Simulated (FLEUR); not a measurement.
**A series of single points on MgSe**

System: MgSe (Fm-3m, 2 atoms in the cell).
Method: Kohn-Sham DFT of a periodic cell, RPBE, all-electron, no spin polarisation (FLEUR MaX-R8.1 (later development tree)).

The 5 runs differ only in the geometry, by an even scaling of the cell at fixed fractional positions. The structure derives from an entry of the Crystallography Open Database.

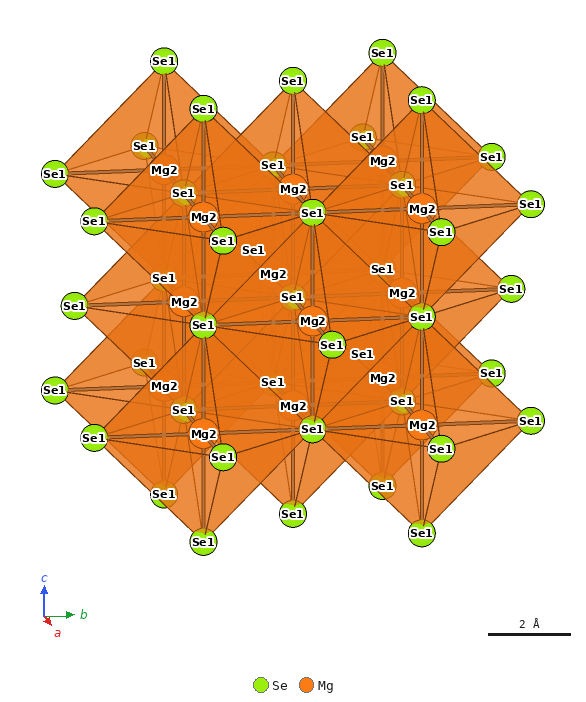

Figure 1. The structure of run 3 (polyhedral view of the cell 4 times as large as that of the calculation, set on its symmetry axes, seen slightly off an axis; polyhedra are completed across the faces of the cell; atoms are numbered from 1 in the order of the input).

**Input of run 3**
```
<?xml version="1.0" encoding="UTF-8" standalone="no"?>
<fleurInput fleurInputVersion="0.39">
   <comment>
      MgSe                                                                                                
   </comment>
   <calculationSetup>
      <cutoffs Kmax="3.82" Gmax="11.9" GmaxXC="11.9" numbands="0"/>
      <scfLoop itmax="60" minDistance="0.00001" maxIterBroyd="15" imix="Anderson" alpha="0.05" precondParam="0.0" spinf="2.0" sdNocoIR="T"/>
      <coreElectrons ctail="T" frcor="F" kcrel="0" coretail_lmax="0"/>
      <xcFunctional name="Rpbe" relativisticCorrections="F"/>
      <magnetism jspins="1"/>
      <soc l_soc="F" theta="0.0" phi="0.0" spav="F"/>
      <expertModes spex="0" secvar="F"/>
      <geometryOptimization l_f="F" forcealpha="1.0" forcemix="BFGS" epsdisp="0.00001" epsforce="0.00001"/>
      <ldaU l_linMix="F" mixParam="0.05" spinf="1.0"/>
   </calculationSetup>
   <cell>
      <bzIntegration valenceElectrons="26.0" mode="hist" fermiSmearingEnergy="0.00367493">
         <kPointListSelection listName="default-1"/>
         <!-- k-points included here -->
         <xi:include xmlns:xi="http://www.w3.org/2001/XInclude" href="kpts.xml"> </xi:include>
      </bzIntegration>
      <!-- symmetry operations included here -->
      <xi:include xmlns:xi="http://www.w3.org/2001/XInclude" href="sym.xml"> </xi:include>
      <bulkLattice scale="1.0000000000">
         <bravaisMatrix>
            <row-1>    0.0000000000000000     5.1504485525972994     5.1504485525972994</row-1>
            <row-2>    5.1504485525972994     0.0000000000000000     5.1504485525972994</row-2>
            <row-3>    5.1504485525972994     5.1504485525972994     0.0000000000000000</row-3>
         </bravaisMatrix>
      </bulkLattice>
   </cell>
   <atomSpecies>
      <species name="Selenium (Se)" element="Se" atomicNumber="34">
         <mtSphere radius="2.46" gridPoints="837" logIncrement="0.015"/>
         <atomicCutoffs lmax="10" lnonsphr="8"/>
         <electronConfig flipSpins="F">
            <coreConfig>(1s1/2) (2s1/2) (2p1/2) (2p3/2) (3s1/2) (3p1/2) (3p3/2)</coreConfig>
            <valenceConfig>(3d3/2) (3d5/2) (4s1/2) (4p1/2) (4p3/2)</valenceConfig>
            <stateOccupation state="(4p1/2)" spinUp="0.666667" spinDown="0.666667"/>
            <stateOccupation state="(4p3/2)" spinUp="1.333333" spinDown="1.333333"/>
         </electronConfig>
         <energyParameters s="4" p="4" d="4" f="4"/>
         <lo type="SCLO" l="2" n="3" eDeriv="0"/>
         <lo type="SCLO" l="0" n="4" eDeriv="2"/>
         <lo type="SCLO" l="1" n="4" eDeriv="2"/>
         <lo type="SCLO" l="3" n="4" eDeriv="2"/>
      </species>
      <species name="Magnesium (Mg)" element="Mg" atomicNumber="12">
         <mtSphere radius="2.17" gridPoints="741" logIncrement="0.015"/>
         <atomicCutoffs lmax="9" lnonsphr="7"/>
         <electronConfig flipSpins="F">
            <coreConfig>(1s1/2)</coreConfig>
            <valenceConfig>(2s1/2) (2p1/2) (2p3/2) (3s1/2)</valenceConfig>
         </electronConfig>
         <energyParameters s="3" p="2" d="3" f="4"/>
         <lo type="SCLO" l="0" n="2" eDeriv="0"/>
         <lo type="HELO" l="1" n="3" eDeriv="0"/>
         <lo type="HELO" l="1" n="3" eDeriv="1"/>
         <lo type="SCLO" l="2" n="3" eDeriv="2"/>
         <lo type="SCLO" l="3" n="4" eDeriv="2"/>
      </species>
   </atomSpecies>
   <atomGroups>
      <atomGroup species="Selenium (Se)">
         <relPos label="                   1">1.000/2.000 1.000/2.000 1.000/2.000</relPos>
         <force calculate="T" relaxXYZ="TTT"/>
      </atomGroup>
      <atomGroup species="Magnesium (Mg)">
         <relPos label="                   2">.0000000000 .0000000000 .0000000000</relPos>
         <force calculate="T" relaxXYZ="TTT"/>
      </atomGroup>
   </atomGroups>
   <output dos="F" band="F" slice="F">
      <checks vchk="F" cdinf="F"/>
      <bandDOS minEnergy="-.5*Htr" maxEnergy="0.5*Htr" sigma="0.015" storeEVData="T"/>
      <vacuumDOS vacdos="F" integ="F" star="F" nstars="0" locx1="0.0" locy1="0.0" locx2="0.0" locy2="0.0" nstm="0" tworkf="0.0"/>
      <unfoldingBand unfoldBand="F" supercellX="1" supercellY="1" supercellZ="1"/>
      <plotting iplot="0" polar="F">
         <plot TwoD="T" vec1="  1.0  0.0  0.0" vec2="  0.0  1.0  0.0" vec3="  0.0  0.0  1.0" zero="  0.0  0.0  0.0" file="plot"/>
      </plotting>
      <chargeDensitySlicing numkpt="0" minEigenval="0.0" maxEigenval="0.0" nnne="0" pallst="F"/>
      <specialOutput eonly="F"/>
      <moessbauerParams electricFieldGradient="T" isomerShift="T" coreHyperfine="T" valenceHyperfine="T"/>
      <magneticCircularDichroism mcd="F" energyLo="-10.0" energyUp="0.0"/>
   </output>
  <!-- We include the file relax.xml here to enable relaxations (see documentation) -->
  <xi:include xmlns:xi="http://www.w3.org/2001/XInclude" href="relax.xml"> <xi:fallback/> </xi:include>
</fleurInput>
```

Command:
```bash
inpgen -f crystal.txt -profile fastHighL; fleur_MPI
```

Run 2 has the same physical settings and fractional positions; its lattice vectors (Å) are:
```
   0.000000    2.688664    2.688664
   2.688664    0.000000    2.688664
   2.688664    2.688664    0.000000
```

**Results, with one run withheld**

```csv
run,volume per atom (Å³),"free energy per atom, from the lowest run given (meV)",gap on the mesh (eV)
1,19.031,62.06,2.22
2,19.436,?,?
3,20.246,14.42,2.11
4,21.056,1.73,2.05
5,21.461,0.00,2.01
```

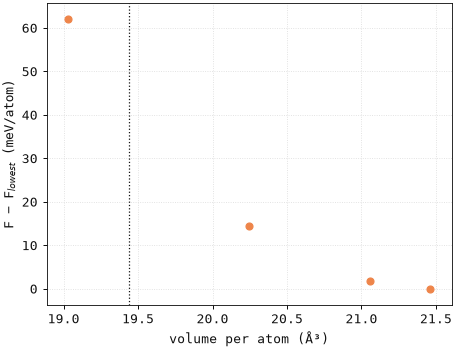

Figure 2. Free energy per atom of the runs given; the dotted line marks run 2.

Fit the runs given and predict run 2.

A quadratic polynomial in V^(−2/3) (the Birch–Murnaghan form), fitted to the 4 runs given, misses them by at most 0.03 meV per atom. With x = V^(−2/3) − 0.13389 Å⁻², it reads F = 10.728 + 4709.9 x + 5.1732e+05 x² (meV per atom). At run 2 it gives 41.87 meV per atom, and the run itself gives 41.89. The fit has no minimum inside this range. The gap on the mesh goes, without turning, from 2.22 eV in run 1 to 2.01 eV in run 5; run 2 has 2.18 eV. These are gaps of this functional on this mesh, which can miss the band edges; they aren't the measured gap.

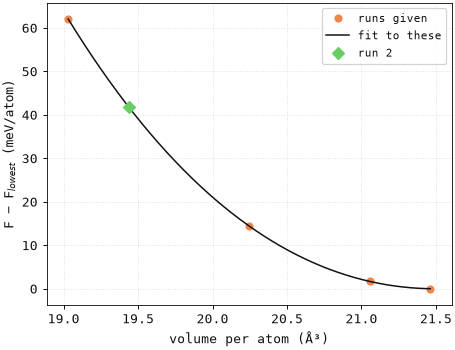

Figure 3. The fit and the withheld run.

**Output (run 2)**
```
Welcome to FLEUR        (www.flapw.de)
      MaX-Release 8.1          (www.max-centre.eu)

 ========== k-point set info ==========
 Selected k-point list: default-1
 k-point list type: mesh
 8 x 8 x 8
 Number of k points: 29

 ------------Calculation Setup---------------------------
 Number of MPI-tasks      :            1
 Number of PE/node        :            1
 Number of OMP-threads    :            1
 Most efficient MPI parallelization for:
           1          29
 Additional eigenvalue parallelization possible
 Number of basis functions:          332
 Approximate size of matrices (H+S) per k-point:         0.002 GB
 --------------------------------------------------------

 Iteration:     1   Distance:       5.58216777 me/bohr^3

 Iteration:     2   Distance:       5.14140901 me/bohr^3

 Iteration:     3   Distance:       2.43861733 me/bohr^3

 Iteration:     4   Distance:       0.98813413 me/bohr^3

 Iteration:     5   Distance:       0.98527556 me/bohr^3

 Iteration:     6   Distance:       0.16262155 me/bohr^3

 Iteration:     7   Distance:       0.16322605 me/bohr^3

 Iteration:     8   Distance:       0.04575601 me/bohr^3

 Iteration:     9   Distance:       0.02667780 me/bohr^3

 Iteration:    10   Distance:       0.00664261 me/bohr^3

 Iteration:    11   Distance:       0.00139870 me/bohr^3

 Iteration:    12   Distance:       0.00142250 me/bohr^3

 Iteration:    13   Distance:       0.00010841 me/bohr^3

 Iteration:    14   Distance:       0.00007944 me/bohr^3

 Iteration:    15   Distance:       0.00000669 me/bohr^3

 ********************************************************************
 Run finished successfully
 Stop message:
   all done
 ********************************************************************
```
